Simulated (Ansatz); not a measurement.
## Single-point calculation of Cu (part 2 of 2)

Cu (slab, 16 atoms in the cell); DFT PBE+D3(BJ), scalar-relativistic, plane waves, PAW, no spin polarisation (Ansatz 0.2.0); cutoff 420 eV, 4×4×1 k-mesh, Gaussian smearing of 0.1 eV. The structure derives from an entry of the Crystallography Open Database. It belongs to a series of runs on one base structure; here: the slab at its places in the relaxed adsorbed structure.

Geometry of the input (Å; fractional positions):
```
5.0394  0.0000  0.0000
0.0000  5.0394  0.0000
0.0000  0.0000  24.7827
Cu 0.2500  0.2500  0.3228
Cu 0.2500  0.7500  0.3228
Cu 0.7500  0.2500  0.3228
Cu 0.7500  0.7500  0.3228
Cu 0.5000  0.5000  0.3947
Cu 0.5000  0.0000  0.3947
Cu 0.0000  0.5000  0.3947
Cu 0.0000  0.0000  0.3947
Cu 0.7501  0.7500  0.4680
Cu 0.7501  0.2499  0.4682
Cu 0.2500  0.7500  0.4681
Cu 0.2500  0.2499  0.4680
Cu -0.0002  0.0002  0.5397
Cu 0.0006  0.5005  0.5390
Cu 0.4994  -0.0007  0.5390
Cu 0.5004  0.4996  0.5396
```

## Output, continued
```
  k-point 1: bands = ["-110.7821", "-110.7766", "-110.7745", "-110.7706", "-110.7699", "-110.7678", "-110.7654", "-110.7619", "-110.3098", "-110.3082", "-110.2958", "-110.2943", "-110.2936", "-110.2904", "-110.2887", "-110.2848", "-68.1960", "-68.1926", "-68.1897", "-68.1896", "-68.1886", "-68.1821", "-68.1677", "-68.1613", "-68.1578", "-68.1414", "-68.1357", "-68.1318", "-68.1313", "-68.1276", "-68.1245", "-68.1239", "-68.1229", "-68.1189", "-68.1176", "-68.1168", "-68.1162", "-68.1117", "-68.1075", "-68.1066",
      "-67.7310", "-67.7272", "-67.7225", "-67.7183", "-67.7172", "-67.7144", "-67.7096", "-67.7041", "-67.6745", "-67.6697", "-67.6645", "-67.6631", "-67.6616", "-67.6610", "-67.6600", "-67.6581", "-67.6527", "-67.6493", "-67.6483", "-67.6465", "-67.6463", "-67.6426", "-67.6411", "-67.6379", "-6.7630", "-5.1011", "-4.1807", "-3.3455", "-3.1573", "-2.9715", "-2.9574", "-2.8223", "-2.7966", "-2.7837", "-2.6055", "-2.4077", "-2.3932", "-2.3872", "-2.3748", "-2.3506",
      "-2.1926", "-2.0098", "-1.9905", "-1.9302", "-1.7401", "-1.7285", "-1.7260", "-1.5939", "-1.5888", "-1.3871", "-1.3268", "-1.2806", "-1.2524", "-1.2522", "-1.1545", "-1.1523", "-1.1275", "-1.0884", "-1.0326", "-0.9735", "-0.9702", "-0.9670", "-0.9614", "-0.9540", "-0.9078", "-0.8201", "-0.8179", "-0.8121", "-0.8078", "-0.5757", "-0.5420", "-0.4677", "-0.4492", "-0.4432", "-0.4249", "-0.3911", "-0.3159", "-0.2060", "-0.2031", "-0.2004",
      "-0.1834", "-0.1512", "-0.1509", "-0.1473", "-0.1091", "-0.0939", "0.0418", "0.0672", "0.0698", "0.1607", "0.1651", "0.1790", "0.1809", "0.2028", "0.2541", "0.2667", "0.2779", "0.2823", "0.2849", "0.2988", "0.3040", "0.3218", "0.3244", "0.3638", "0.3986", "0.4120", "0.4851", "0.5984", "0.6067", "1.8012", "1.9817", "1.9867", "1.9868", "2.4942", "2.4991", "3.6847", "3.7002", "3.7003", "3.9990", "5.5604",
      "5.5608", "5.5690", "5.6330", "5.6435", "6.2051", "6.5901", "6.6560", "7.4101", "7.7128", "8.0050", "8.0132", "8.0210", "8.2823", "8.3006", "8.7288", "9.3100", "9.4591", "9.6619", "10.0018", "10.3988", "10.7343", "10.7489", "10.7631"]
  k-point 2: bands = ["-110.7796", "-110.7792", "-110.7728", "-110.7724", "-110.7687", "-110.7686", "-110.7640", "-110.7637", "-110.3088", "-110.3087", "-110.2957", "-110.2942", "-110.2923", "-110.2923", "-110.2867", "-110.2867", "-68.1929", "-68.1924", "-68.1865", "-68.1863", "-68.1686", "-68.1684", "-68.1655", "-68.1654", "-68.1480", "-68.1477", "-68.1400", "-68.1399", "-68.1340", "-68.1339", "-68.1301", "-68.1297", "-68.1238", "-68.1234", "-68.1224", "-68.1222", "-68.1128", "-68.1126", "-68.1068", "-68.1066",
      "-67.7293", "-67.7289", "-67.7164", "-67.7163", "-67.7028", "-67.7026", "-67.6901", "-67.6886", "-67.6864", "-67.6864", "-67.6812", "-67.6811", "-67.6631", "-67.6623", "-67.6607", "-67.6605", "-67.6510", "-67.6510", "-67.6483", "-67.6468", "-67.6444", "-67.6444", "-67.6395", "-67.6395", "-5.6828", "-5.6813", "-4.1961", "-4.1949", "-2.6772", "-2.6758", "-2.6124", "-2.6108", "-2.6103", "-2.6100", "-2.4004", "-2.3993", "-2.3968", "-2.3961", "-2.3772", "-2.3770",
      "-2.1160", "-2.1149", "-1.8764", "-1.8755", "-1.8563", "-1.8562", "-1.5762", "-1.5754", "-1.5019", "-1.4990", "-1.4809", "-1.4807", "-1.3732", "-1.3728", "-1.2225", "-1.2224", "-1.0559", "-1.0544", "-1.0475", "-1.0466", "-0.9679", "-0.9672", "-0.9284", "-0.9274", "-0.9080", "-0.9069", "-0.7875", "-0.7872", "-0.6556", "-0.6533", "-0.5711", "-0.5695", "-0.4652", "-0.4646", "-0.4595", "-0.4589", "-0.4412", "-0.4408", "-0.4011", "-0.3958",
      "-0.3870", "-0.3870", "-0.2654", "-0.2646", "-0.1275", "-0.1269", "-0.0958", "-0.0957", "-0.0951", "-0.0949", "-0.0610", "-0.0603", "0.1549", "0.1560", "0.1966", "0.1969", "0.1998", "0.2004", "0.2179", "0.2182", "0.3890", "0.3893", "0.4015", "0.4021", "0.4043", "0.4045", "0.4242", "0.4244", "0.8447", "0.8455", "2.7010", "2.7013", "2.7034", "2.7036", "3.1776", "3.1799", "3.9256", "3.9277", "3.9306", "3.9325",
      "5.2690", "5.2712", "6.4633", "6.4638", "6.4741", "6.4765", "7.6321", "7.6323", "7.7943", "7.7945", "8.5252", "8.5273", "8.5549", "8.5552", "9.1005", "9.1007", "9.1749", "9.1756", "9.1920", "9.1939", "10.2484", "10.2539", "10.4417"]
  k-point 9: bands = ["-110.7767", "-110.7759", "-110.7758", "-110.7757", "-110.7672", "-110.7671", "-110.7655", "-110.7650", "-110.3083", "-110.3080", "-110.2963", "-110.2947", "-110.2896", "-110.2896", "-110.2895", "-110.2895", "-68.1666", "-68.1664", "-68.1658", "-68.1655", "-68.1628", "-68.1626", "-68.1615", "-68.1612", "-68.1558", "-68.1557", "-68.1554", "-68.1551", "-68.1356", "-68.1353", "-68.1346", "-68.1344", "-68.1343", "-68.1341", "-68.1340", "-68.1338", "-68.1132", "-68.1131", "-68.1119", "-68.1116",
      "-67.7025", "-67.7023", "-67.7020", "-67.7019", "-67.6907", "-67.6906", "-67.6891", "-67.6890", "-67.6840", "-67.6840", "-67.6840", "-67.6839", "-67.6836", "-67.6836", "-67.6835", "-67.6835", "-67.6602", "-67.6600", "-67.6488", "-67.6472", "-67.6421", "-67.6420", "-67.6418", "-67.6418", "-4.3953", "-4.3947", "-4.3895", "-4.3883", "-3.1231", "-3.1215", "-3.1171", "-3.1158", "-2.1197", "-2.1175", "-2.1100", "-2.1077", "-2.1043", "-2.1042", "-2.1028", "-2.1021",
      "-1.8418", "-1.8411", "-1.8397", "-1.8389", "-1.6879", "-1.6864", "-1.6842", "-1.6829", "-1.6393", "-1.6389", "-1.6389", "-1.6384", "-1.4868", "-1.4843", "-1.4770", "-1.4746", "-1.1933", "-1.1914", "-1.1877", "-1.1871", "-1.0503", "-1.0491", "-1.0401", "-1.0390", "-0.5915", "-0.5914", "-0.5910", "-0.5892", "-0.5584", "-0.5567", "-0.5343", "-0.5342", "-0.5341", "-0.5341", "-0.5329", "-0.5326", "-0.4352", "-0.4336", "-0.4332", "-0.4313",
      "-0.4042", "-0.4036", "-0.4020", "-0.4018", "-0.3810", "-0.3800", "-0.3726", "-0.3715", "-0.1798", "-0.1792", "-0.1766", "-0.1755", "-0.1607", "-0.1606", "-0.1562", "-0.1556", "0.0682", "0.0697", "0.0750", "0.0763", "0.0997", "0.0999", "0.1043", "0.1049", "0.3860", "0.3862", "0.3922", "0.3925", "0.7651", "0.7656", "0.7684", "0.7686", "2.2503", "2.2527", "2.2539", "2.2558", "4.7361", "4.7375", "4.7403", "4.7429",
      "6.9857", "6.9888", "7.0053", "7.0058", "8.9917", "8.9937", "9.0004", "9.0015", "9.0718", "9.0719", "9.0735", "9.0738", "9.2995", "9.2996", "9.2999", "9.3000", "10.0696", "10.0697", "10.0712", "10.0714", "10.4469", "10.4472", "10.4477"]
```

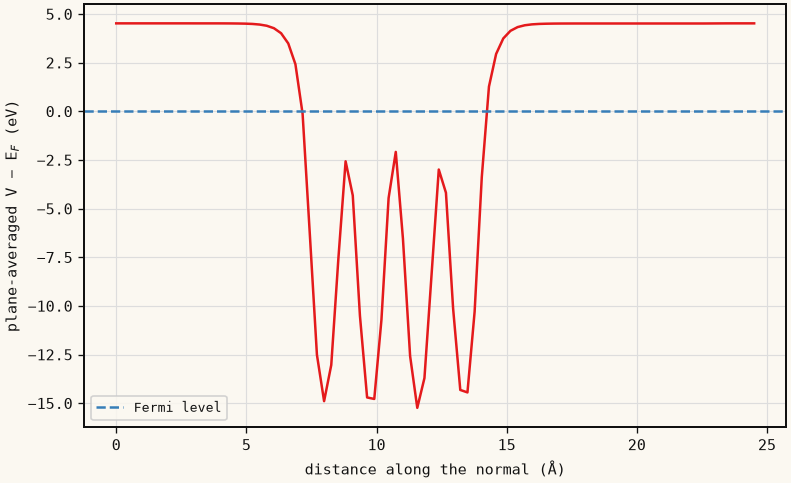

**Figure 1.** Plane average of the electrostatic potential energy of an electron across the cell, from the Fermi level. The vacuum level lies 4.51 eV above the Fermi level.

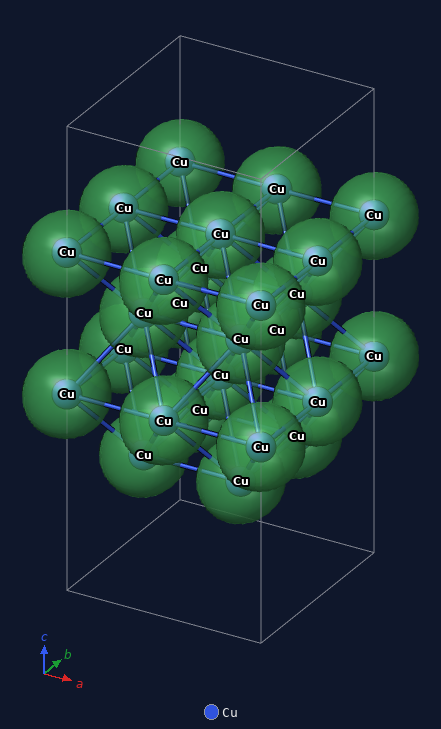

**Figure 2.** Isosurface of the valence pseudo-density at 0.4 e/Å³ (green), seen at an oblique angle. Sticks mark near contacts. At this value the density breaks into separate islands; it holds about 90 % of the electrons treated as valence (semicore included). It is pinched off along the Cu–Cu (2.50 Å) and Cu–Cu (2.54 Å) contacts. On the grid the lowest density along these lines, outside the cores, is 0.3 e/Å³ (Cu–Cu, 2.50 Å) and 0.28 e/Å³ (Cu–Cu, 2.54 Å). Core electrons are frozen (PAW), so the fields are smoothed inside the atomic spheres.

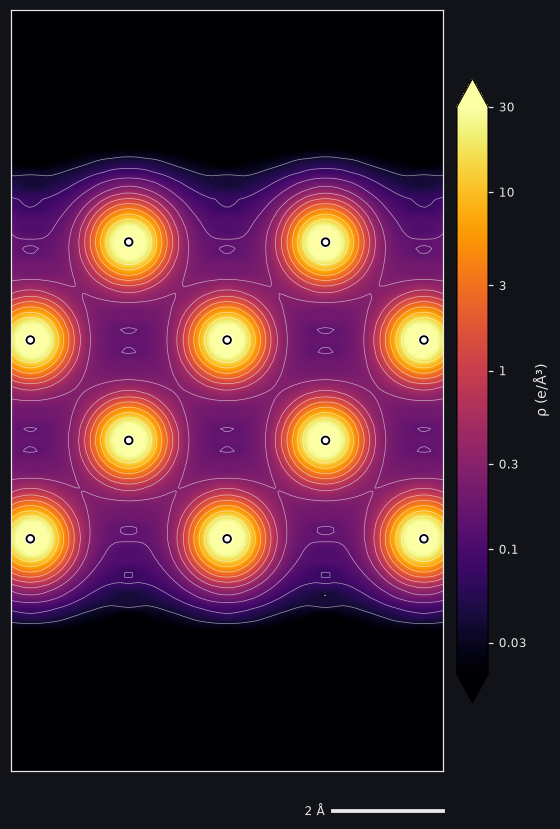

**Figure 3.** Valence charge density (pseudo) on the (11̄0) plane of the calculation cell, a cut from vacuum to vacuum. Circles mark the nuclei in the plane (Cu). Atoms in the plane: Cu. Cu–Cu (2.52 Å): ρ is about 0.29 e/Å³ halfway. Cu–Cu (2.54 Å): the density is about 0.28 e/Å³ at the midpoint. The density dies away to nearly zero in the vacuum.

## Summary

```csv
quantity,value
outcome,converged
electrons treated,304
free energy,−106004.4527 eV
"work function, top face",4.51 eV
"work function, bottom face",4.52 eV
Fermi energy,1.913 eV
gap on the k-point mesh,none (metallic)
work function (upper face),4.51 eV
largest force (length of the vector),0.069 eV/Å
hardware,"4 threads of Intel Xeon (Granite Rapids), 32 GiB of memory available, shared host"
wall time,18 s (CPU time 70 s)
peak memory,2.5 GiB
```
